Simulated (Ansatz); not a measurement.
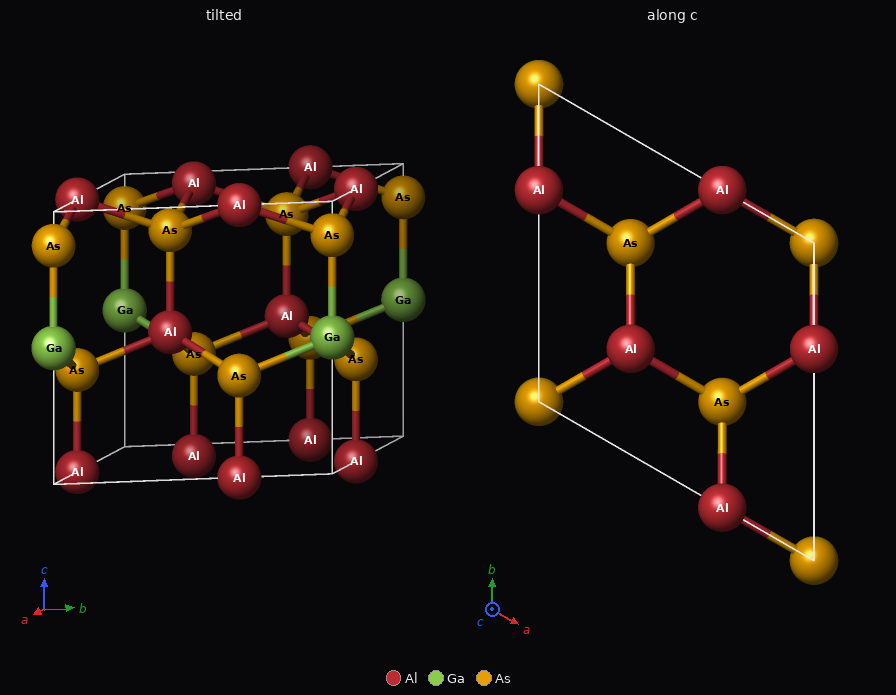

This ball-and-stick model is shown slightly off an axis and along the c axis. Thin lines show the conventional unit cell, with boundary atoms drawn in all their periodic places.

Al5GaAs6, space group P31m (No. 157), a = 7.00 Å, b = 7.00 Å, c = 6.65 Å, α = 90.00°, β = 90.00°, γ = 120.00°.

Method used: DFT PBE, scalar-relativistic, plane waves, PAW in Ansatz 0.2.0. It ran with plane-wave cutoff 420 eV, Brillouin-zone sampling on a 6×6×4 mesh, no spin polarisation.

> Does it come out as a metal, or with a gap?

A semiconductor at this level, with a gap of 1.35 eV on the k-mesh (the true edges may lie between mesh points, so the gap can be somewhat smaller).

> State the electronic part of the dielectric constant.

ε∞ averages 10.0.

The structure was taken from a structure type filled with these elements by a generator (whether the compound takes this form wasn't checked). Earlier steps of the study, as a rule a relaxation of our own, may have changed the cell and positions, so they can lie some per cent off the listed ones. It went into a calculation with Ansatz.
